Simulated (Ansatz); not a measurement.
**Run report: TiN, band-structure calculation**

System: TiN (Fm-3m, 2 atoms in the cell).
Method: DFT PBEsol, scalar-relativistic, plane waves, PAW, no spin polarisation (Ansatz 0.2.0).

The structure derives from an entry of the Crystallography Open Database.

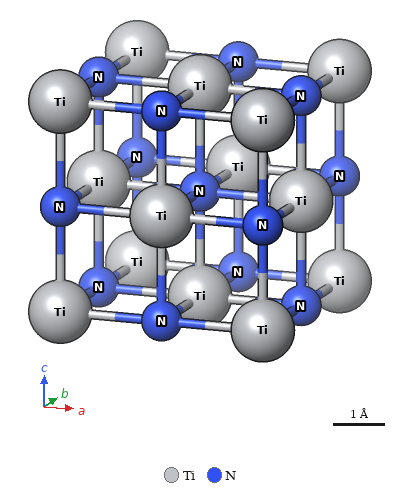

Fig. 1: The input geometry (ball-and-stick view of the cell 4 times as large as that of the calculation, set on its symmetry axes, seen slightly off an axis). An atom can appear more than once, as a periodic image. Near neighbours in the periodic cell (some may lie outside the picture): Ti has 6 N at 2.12 Å; N has 6 Ti at 2.12 Å.

The input:
```yaml
crystal:
  lattice:
    - [0.0, 2.1233653582, 2.1233653582]
    - [2.1233653582, 0.0, 2.1233653582]
    - [2.1233653582, 2.1233653582, 0.0]
  atoms:
    - { symbol: Ti, position: [0.0, 0.0, 0.0] }
    - { symbol: "N", position: [0.5, 0.5, 0.5] }
basis:
  ecutwfc: 420
kpoints:
  mp_grid: { grid: [18, 18, 18] }
  band_path:
    path:
      - [[0.0, 0.0, 0.0], [0.5, 0.0, 0.5], [0.625, 0.25, 0.625]]
      - [[0.375, 0.375, 0.75], [0.0, 0.0, 0.0], [0.5, 0.5, 0.5], [0.5, 0.25, 0.75], [0.5, 0.0, 0.5]]
    npoints: 14
hamiltonian:
  xc: pbesol
scf:
  occupations: { method: gaussian, width: 0.1 }
  n_extra_bands: 6
output:
  forces: true
  stress: true
  eigenvalues: true
  populations: true
  dos: { projected: true, de: 0.02, nscf_kmesh: { grid: [27, 27, 27] } }
  bader: true
  write_density: true
  write_potential: true
  elf: true
  volumetric_format: npy
```

Command:
```bash
ansatz run input.yaml --threads 1 --pin off --max-ram 2560MiB --backend cpu --events-out ev --progress --plain --runs-dir out
```

Log:
```
scf.n_extra_bands = 6 over 9 filled bands (N_el = 17.0): the run solves 15 bands
Engine: ansatz 0.2.0, aarch64-unknown-linux-gnu
Pseudopotentials: kind: paw
Pseudopotential: Ti, paw, valence charge 12, recommended cutoff 420 eV (normal), Ti.paw.azcp
Pseudopotential: N, paw, valence charge 5, recommended cutoff 420 eV (normal), N.paw.azcp
Functional definition: PBEsol
  exchange = pbesol_x
  correlation = pbesol_c
Crystal: 2 atoms, lattice volume = 19.147 Å³
Basis set: ecut = 420 eV, 339 PW (Γ), exchange–correlation on 48×48×48 points (8 copies of the dense FFT grid, shifted against one another)
Bands: 15, of which v1, the nominal top of the filled ones, is band 9 counted from 1 (8 counted from 0)
Symmetry: 48 space group operations
Space group: Fm-3m (ITA 225), of the structure as read, at distance tolerance 2.7e-5 Å
k-points: 195 of 5832
Non-local potential: Ti, projectors of the file, l = 0: 3, l = 1: 2, l = 2: 3, l = 3: 1
Non-local potential: N, projectors of the file, l = 0: 2, l = 1: 2, l = 2: 1
PAW form: soft (Blöchl's): semilocal exchange-correlation on the pseudo side does not see the compensation charge
PAW frozen core: Ti, regenerated for the run's functional, and the local potential with it (the file was generated under x = pbe(κ = 0.804, μ = 0.2195149727645171), c = pbe(β = 0.06672455060314922))
PAW frozen core: N, regenerated for the run's functional, and the local potential with it (the file was generated under x = pbe(κ = 0.804, μ = 0.2195149727645171), c = pbe(β = 0.06672455060314922))
PAW one-centre angular grid: Ti, 590 points (default); XC on 64 Gauss nodes
PAW one-centre angular grid: N, 110 points (default); XC on 64 Gauss nodes
Initial density: superposition of atomic densities (neutral atoms: chi_scale 0, normalization atom), corrected by the library's trained network
Initial wavefunctions: pseudopotential atomic-orbital guess
Functional: x = pbesol(κ = 0.804, μ = 0.12345679012345678), c = pbesol(β = 0.046)
SCF iter   1: F=—  HF=-2856.218685 eV  |F-HF|=—  |Δ(HF+E_count)|=         —  Δρ=1.36e-2  dr2=3.40e-2  ethr=1.77e-3  ⟨swp⟩=4.7  Hψ=13742  notcnv=0
preconditioner: auto → none  [metal: Δε(μ)=0.045 eV  Ē_g=12.109 eV  σ=0.100 eV  W_gap=0.24  n_scr=8 (ndim 8)  ℏωp=25.5 eV  f_vac=0.000  D(μ)=0.82/eV (n_scr^D=8)  sad-step TF]
SCF iter   2: F=—  HF=-2856.212829 eV  |F-HF|=—  |Δ(HF+E_count)|=   5.86e-3  Δρ=8.44e-3  dr2=1.49e-2  ethr=2.00e-4  ⟨swp⟩=1.7  Hψ=4722  notcnv=0
SCF iter   3: F=—  HF=-2856.209638 eV  |F-HF|=—  |Δ(HF+E_count)|=   3.19e-3  Δρ=9.63e-4  dr2=2.08e-4  ethr=8.74e-5  ⟨swp⟩=1.9  Hψ=3089  notcnv=0
SCF iter   4: F=—  HF=-2856.209594 eV  |F-HF|=—  |Δ(HF+E_count)|=   4.33e-5  Δρ=9.51e-5  dr2=1.68e-6  ethr=1.23e-6  ⟨swp⟩=1.7  Hψ=3047  notcnv=0
SCF iter   5: F=—  HF=-2856.209595 eV  |F-HF|=—  |Δ(HF+E_count)|=   9.72e-7  Δρ=9.14e-6  dr2=1.01e-8  ethr=9.87e-9  ⟨swp⟩=2.1  Hψ=3270  notcnv=0
SCF iter   6: F=-2856.209595 eV  HF=-2856.209595 eV  |F-HF|=1.39e-10  |Δ(HF+E_count)|=  5.37e-10  Δρ=1.28e-6  dr2=2.09e-10  ethr=5.95e-11  ⟨swp⟩=6.9  Hψ=15385  notcnv=0
SCF 1 converged in 6 iterations: F = -2856.209595 eV  dr2 = 2.09e-10
  greatest PAW one-centre occupation: 0.999 electrons in one spin orbital (limit 2), on the Ti atom at site 0 (counted from 0), in its partial waves of l = 0
```

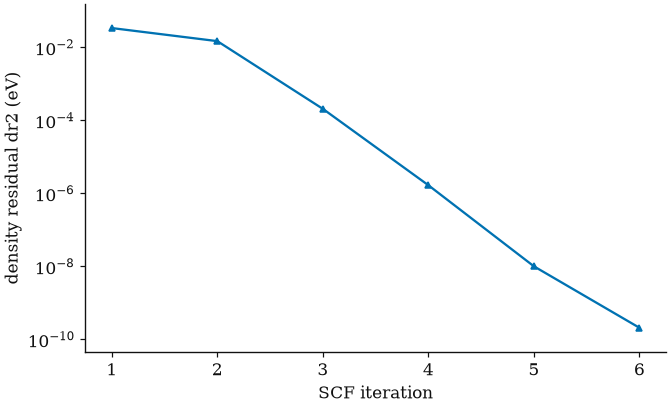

Fig. 2: Convergence of the self-consistent field: density residual dr2 against the SCF iteration. The residual falls at every step.

```
NSCF: frozen V_eff on 86 k-points
NSCF: frozen V_eff on 560 k-points
SCF converged after 6 iterations
Free energy (F): -2856.209595 eV
Harris-Foulkes:  -2856.209595 eV  (|F-HF|=1.39e-10)
Internal energy: -2856.205382 eV  (E = F + TS)
E sigma→0 (E₀):  -2856.207489 eV
Entropy (-TS):   -0.004213 eV (-2.107 meV/atom)
Fermi energy:    16.926685 eV
--- Per-component energies (eV) ---
  E_band       = -93.865857
  E_kinetic    = 405.292817
  E_local      = -789.864189  (includes V_loc(G=0)·N_el)
  E_nonlocal   = 52.522492
  E_hartree    = 313.370509
  E_xc         = -158.354926
  E_vxc        = -200.414881  (∫ρ·V_xc dr)
  E_paw        = -1143.987221  (= ΣΔE_a)
  E_vpaw       = -188.143682  (= ΣTr[D̂ρ^β])
  E_aug_tail   = 0.000206  (compensation charges beyond the density's cutoff)
  E_ewald      = -1535.352555
  E_core_change = 0.167483  (= ΣΔE_core)
  E_smearing   = -0.004213  (= −TS)
  E_closure    = 0.000000  (closes the sum)
  Σ components = -2856.209595   (vs F -2856.209595, Δ=0.00e0)
--- Forces (eV/Å), atoms counted from 1 ---
  atom   1  Ti    -0.00000000     0.00000000    -0.00000000
  atom   2  N      0.00000000     0.00000000    -0.00000000
  max |Σ_I F_I| component: 1.04e-29 eV/Å
--- Stress (GPa, compression-positive) ---
       -8.549196       0.000000      -0.000000
        0.000000      -8.549196      -0.000000
       -0.000000       0.000000      -8.549196
  P = ⅓ Tr σ = -8.5492 GPa (-85.492 kbar)
--- Band table (eV; the first three rows and the last of 195) ---
  k-point 0: bands = ["-40.6517", "-16.7427", "-16.7427", "-16.7427", "-0.1113", "14.9076", "14.9076", "14.9076", "16.3050", "16.3050", "16.3050", "17.5078", "17.5078", "22.2503", "29.9556"]
  k-point 1: bands = ["-40.6487", "-16.7635", "-16.7445", "-16.7445", "-0.0501", "14.5360", "14.6320", "14.6320", "16.4015", "16.4015", "16.5006", "17.7880", "17.7880", "22.4195", "30.0080"]
  k-point 2: bands = ["-40.6402", "-16.8229", "-16.7494", "-16.7494", "0.1289", "13.7454", "14.0618", "14.0618", "16.6049", "16.6049", "16.8242", "18.4518", "18.4518", "22.8692", "30.0927"]
  k-point 194: bands = ["-40.5211", "-17.1482", "-17.0902", "-16.9712", "1.7773", "11.3397", "11.5730", "11.6171", "17.4471", "18.2197", "19.3458", "20.0488", "20.8002", "28.7110", "29.1197"]
--- Löwdin populations: 2 sites ---
  site symbol       q [e]
     0     Ti     11.1669
     1      N      5.7662
  spilling = 0.003935 (of n_electrons = 17.000000)
--- Bader charges: 2 sites ---
  site symbol  charge [e]  shift [e]
     0     Ti      1.7302     0.0002
     1      N     -1.7302     0.0002
  estimated error of the sums over rays = 4.3e-4 e
```

File bader_charges.tsv:
```
# site	symbol	x_ang	y_ang	z_ang	partial_charge_e	electrons	volume_ang3	relative_density_drop	shared_charge_e	partial_wave_shift_e
# quadrature_error_electrons = 4.3e-4
0	Ti	0.0000	0.0000	0.0000	1.73015	20.26985	8.00	-	1.73015	0.00021
1	N	2.1234	2.1234	2.1234	-1.73015	8.73015	11.15	-	-1.73015	0.00021
```

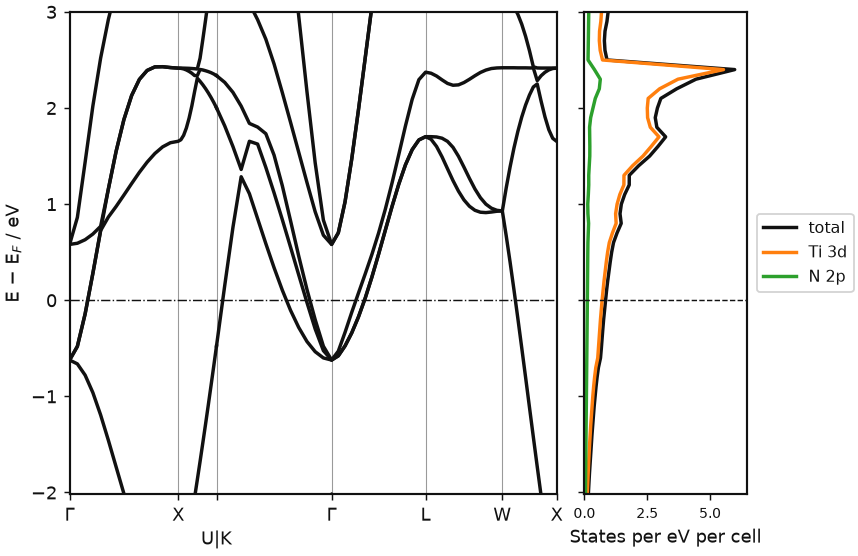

Fig. 3: Band structure along Γ–X–U|K–Γ–L–W–X and density of states (projected on Löwdin-orthogonalised atomic shells), with energies from the Fermi level. Bands cross the Fermi level: a metal at this level of theory.

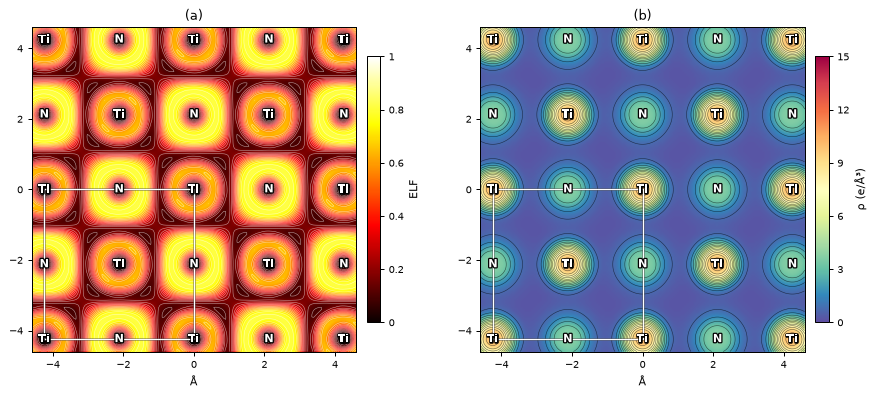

Fig. 4: (a) ELF; (b) valence electron density on the (001) plane of the conventional cell. The section cuts through Ti and N sites. Ti–N (2.12 Å): ρ is about 0.51 e/Å³ halfway; the ELF is about 0.20 at the midpoint; no shared pair; the contact is polar. Away from the nuclei the density in this plane falls to 0.2 e/Å³ at its lowest. The strong features right at Ti lie inside the PAW spheres (semicore, d or f shells) and say nothing about bonding. Core electrons are frozen (PAW), so the fields are smoothed inside the atomic spheres.

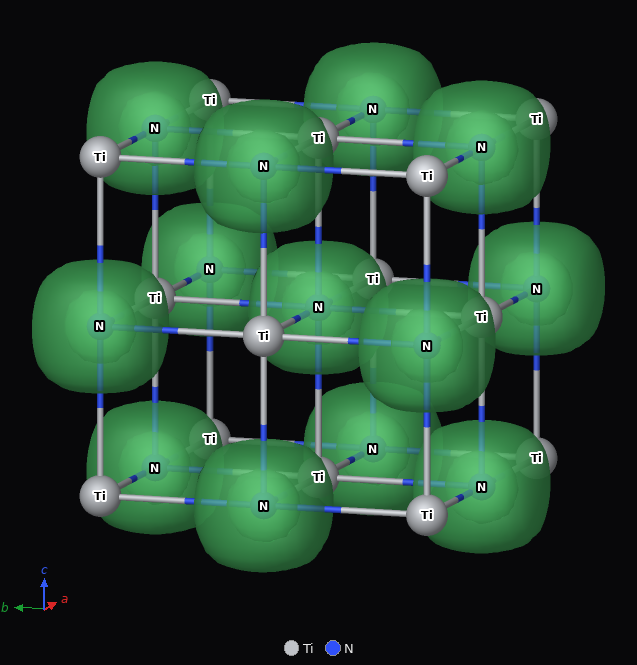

Fig. 5: Isosurface of the electron localisation function at 0.7 (green), seen at an oblique angle. Only the valence region is drawn (cores and ρ < 0.01 e/Å³ removed). Sticks mark near contacts. The outline is the cell set on symmetry axes. Along the contacts the grid gives the following. Ti–N (2.12 Å): the ELF is about 0.20 at the midpoint (a polar contact without a shared pair, in a metal).

Summary:

```json
{"quantity": "outcome", "value": "converged"}
{"quantity": "space group (tolerance 0.01 Å)", "value": "Fm-3m (225)"}
{"quantity": "electrons treated", "value": "17"}
{"quantity": "free energy", "value": "−2856.2096 eV"}
{"quantity": "Fermi energy", "value": "16.927 eV"}
{"quantity": "gap on the k-point mesh", "value": "none (metallic)"}
{"quantity": "pressure", "value": "−8.55 GPa"}
{"quantity": "largest force (length of the vector)", "value": "under 0.001 eV/Å"}
{"quantity": "hardware", "value": "1 thread of Arm Neoverse V2, 24 GiB of memory available, shared host"}
{"quantity": "wall time", "value": "21 s"}
{"quantity": "peak memory", "value": "0.35 GiB"}
```

The cell holds an odd number of electrons but the run has no spin polarisation, so a band is left half filled. The cell is under a tension of 8.5 GPa at this level, so it is not at its equilibrium volume.
